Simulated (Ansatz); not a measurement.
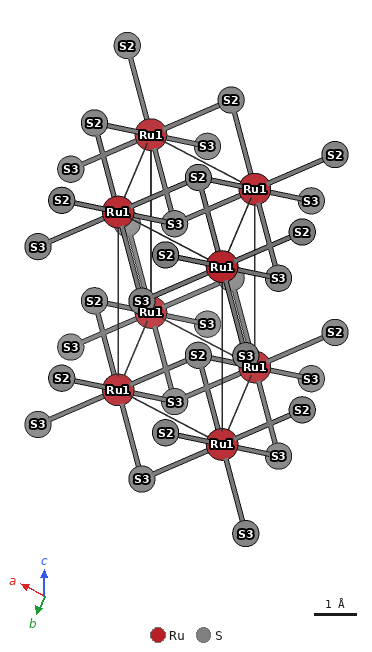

Reference structure: solid RuS₂ (built on the CdI2 type). The picture is a ball-and-stick view of the cell of the calculation, seen from a free direction.

All numbers below come from DFT PBE, scalar-relativistic, plane waves, PAW (Ansatz 0.2.0). (plane-wave cutoff 420 eV; k-point mesh 12 × 12 × 8; occupations gaussian; smearing width 0.05 eV; collinear spin)

The variant: The cell is strained by +2.0 % along a and none across it (volume +2.0 %), the atoms keeping their fractional coordinates. No relaxation follows.

The input:
```yaml
crystal:
  lattice:
    - [3.5050561518, 0.0, 0.0]
    - [-1.7525280759, 2.9759486953, 0.0]
    - [0.0, 0.0, 5.1593450393]
  atoms:
    - { symbol: Ru, position: [0.0, 0.0, 0.0], spin: 0.58 }
    - { symbol: S, position: [0.3333333333, 0.6666666667, 0.2537758778] }
    - { symbol: S, position: [0.6666666667, 0.3333333333, 0.7462241222] }
basis:
  ecutwfc: 420
  ecutrho_ratio: 4
kpoints:
  mp_grid: { grid: [12, 12, 8] }
hamiltonian:
  xc: pbe
scf:
  occupations: { method: gaussian, width: 0.05 }
output:
  forces: true
  stress: true
  eigenvalues: true
  populations: true
magnetization:
  spin_polarized: true
```

Launched with:
```bash
ansatz run input.yaml --threads 2 --pin off --max-ram 2662MiB --backend cpu --events-out ev --progress --plain --runs-dir out
```

### What does the calculation give for the changed structure?

The energy rises by 4.3 meV per atom. The pressure goes from 0.0 to −2.6 GPa. The principal stresses (compression positive) are −0.8 GPa roughly along [1 2 2], −3.1 GPa along [1 2 −1], −3.9 GPa along a. The largest forces, 0.25 eV/Å, act on S2 and S3; on S2 it points along [1 2 −2]. The absolute magnetisation per cell goes from 0.84 to 0.88 μB (net moment 0.83 and 0.87 μB). It is metallic before and after. Some distances before and after: Ru–S 2.377 → 2.377 to 2.402 Å. The space group (tolerance 0.01 Å) goes from P-3m1 (No. 164) to C2/m (No. 12).

Drawn alike, the variant:

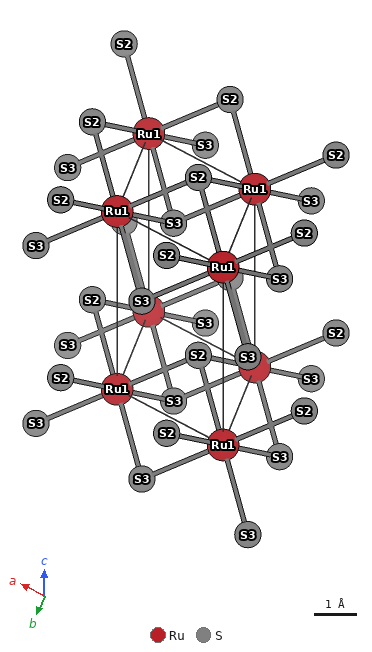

Limits of the set-up: layers or molecules are held without a dispersion correction, so their spacing is unreliable.
